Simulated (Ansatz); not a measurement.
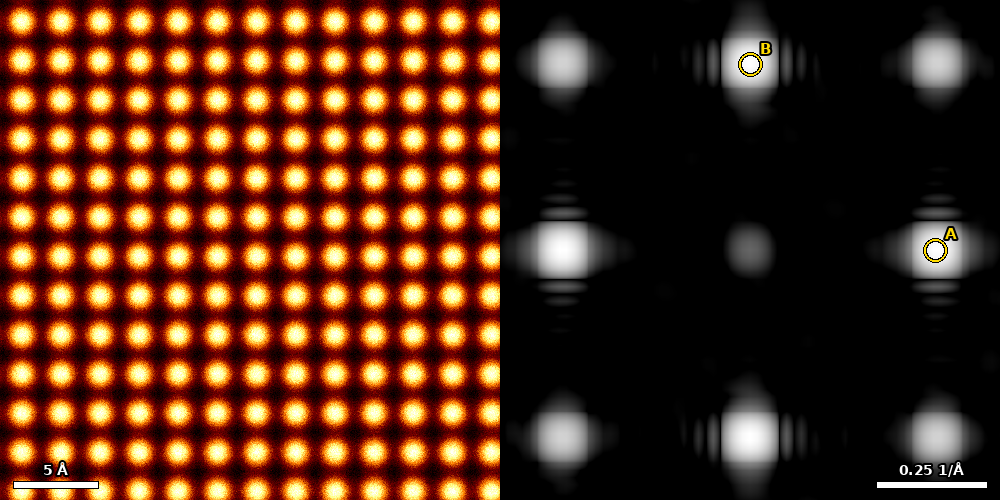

Dark-field STEM-like image of a crystal. Simulation: incoherent imaging, intensity Z^1.6 per atom, probe width 1.23 Å, thin sample. The display is stretched by a gamma of 0.8; percentages refer to the linear signal. Shot noise was added.

The right panel is the modulus of the image's Fourier transform on a logarithmic scale.

Q: Which lattice spacings do the marked spots stand for, and what angle do A and B enclose?

A: 2.3 Å, B: 2.3 Å; A and B enclose about 90°.

The crystal is Ni (Pm-3m, No. 221) along [001]; the spots are (-1 0 0) and (0 -1 0). Model: coordinates from a relaxation with DFT, RPBE, plane waves (420 eV) with PAW, scalar-relativistic (Ansatz); the starting structure was generated, so it need not be a known form of this composition.
